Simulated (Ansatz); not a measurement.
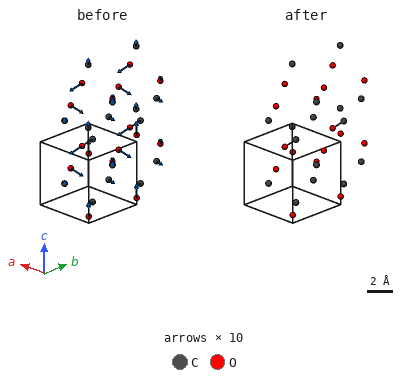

The structure of solid CO (set up in P2_13) before (left) and after (right) a relaxation, at one scale. The blue arrows give the displacements, 10 times their true length.

The picture is a ball-and-stick view of the cell of the calculation, repeated 1 × 2 × 2 with one cell outlined, seen from a free direction.

The start is a measured structure.

All numbers below come from DFT, PAW plane waves, r2SCAN (Ansatz 0.2.0). Set-up: plane-wave cutoff 500 eV; k-point mesh 5 × 5 × 5; occupations fermi dirac; smearing width 0.1 eV; no spin polarisation; atoms relaxed in a fixed cell; at most 40 steps.

Q: Summarise the run.

A: The largest moves, 0.13 Å, are those of O atoms. By element the largest moves are O 0.13 Å, C 0.07 Å. The cell doesn't change. Near-neighbour distances that change, for instance: C–O 1.063 → 1.126 Å. The space group stays P2_13 (No. 198). Over 4 geometry steps the energy falls by 1.138 eV per cell of the calculation. The largest force component goes from 5.6 to 0.00019 eV/Å.
